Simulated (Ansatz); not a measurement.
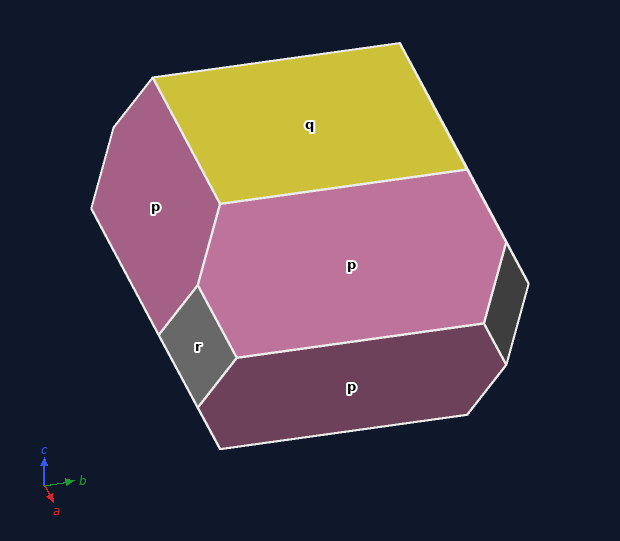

The shape was computed with the Donnay–Harker form of the Bravais–Friedel law: planes with larger spacing d grow more slowly and so show as larger faces; centring, glide planes and screw axes halve or divide d. Faces of one form share a colour. Cell of TiAl₃: space group I4/mmm (No. 139), a = 3.845 Å, b = 3.845 Å, c = 8.623 Å, α = 90.00°, β = 90.00°, γ = 90.00°. Geometry: the structure of a calculation's input, shown in its standard cell. Forms under 0.4 % of the area are left out.

> Which form is which colour?

pink (p): {101} (d = 3.51 Å, 70 % of the area); yellow (q): {002} (d = 4.31 Å, 25 % of the area); grey (r): {110} (d = 2.72 Å, 5 % of the area).
